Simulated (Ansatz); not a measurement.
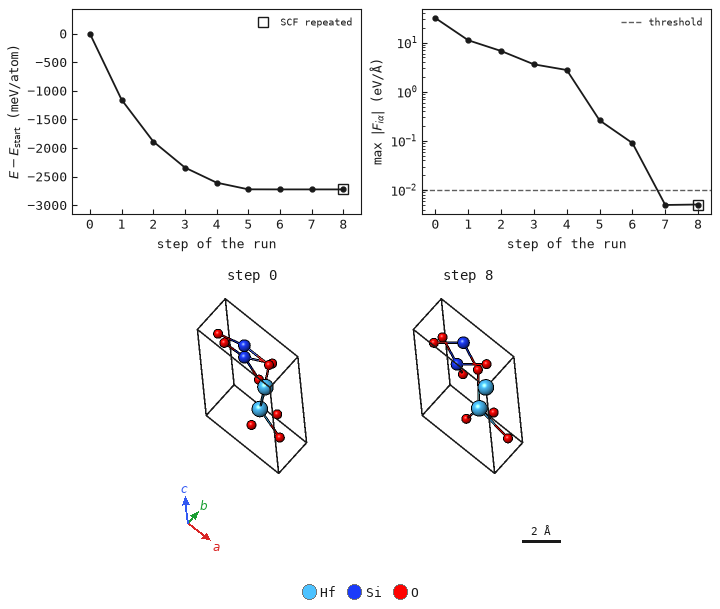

First and last geometry of a relaxation of solid HfSiO4 (set up in P1), with the history of the run. A ball-and-stick model of the cell of the calculation, reduced to other axes, seen slightly off an axis. Lengths and directions refer to the drawn axes.

Case: all atoms moved at random, sigma 0.4 Å for each component, cell strained at random, sigma 0.03; relaxed back.

Method: Ansatz 0.2.0, DFT PBE, scalar-relativistic, plane waves, PAW. (plane-wave cutoff 420 eV; k-point mesh 6 × 6 × 6; occupations gaussian; smearing width 0.05 eV; no spin polarisation; atoms relaxed in a fixed cell; force threshold 0.01 eV/Å; at most 80 steps)

Q: Read the history and describe the run.

A: It converged. After 7 accepted moves (8 points after the start) the energy has fallen by 2724 meV per atom. The largest force component goes from 32 to 0.0051 eV/Å. 1 step only repeated the SCF at the same geometry. The largest move is that of an O atom, 0.79 Å roughly along [−3 −1 −1]. By element the largest moves are O 0.79 Å, Hf 0.70 Å, Si 0.48 Å. The cell stays as it was. Among the contacts that change: Hf–O 3.348 → 2.125 Å, O–Si 2.580 → 1.659 Å, Hf–O 1.532 → 2.363 Å, Hf–Hf 2.814 → 3.641 Å. New bonds form, among them: Hf–O (2.73 → 2.12 Å), Hf–O (2.75 → 2.09 Å), Hf–O (3.35 → 2.12 Å), O–Si (2.58 → 1.66 Å). Among the angles between lasting bonds that change: Hf–O–Si 155.1° → 101.3°, O–Si–O 161.3° → 117.4°, O–Si–O 157.3° → 114.5°. The space group (tolerance 0.01 Å) goes from P1 (No. 1) to P-1 (No. 2). The run took 13 min on 2 threads of Arm Neoverse V2, on a shared host, peak memory 0.93 GiB.

```
step  E − E(0), meV/atom  largest force component, eV/Å                         note
   0                0.00                        31.5248                             
   1            -1155.19                        11.1517                             
   2            -1886.22                         6.7476                             
   3            -2341.90                         3.6094                             
   4            -2605.71                         2.7684                             
   5            -2722.33                         0.2614                             
   6            -2723.55                         0.0901                             
   7            -2723.61                         0.0050                             
   8            -2723.61                         0.0051  same geometry, SCF repeated
```
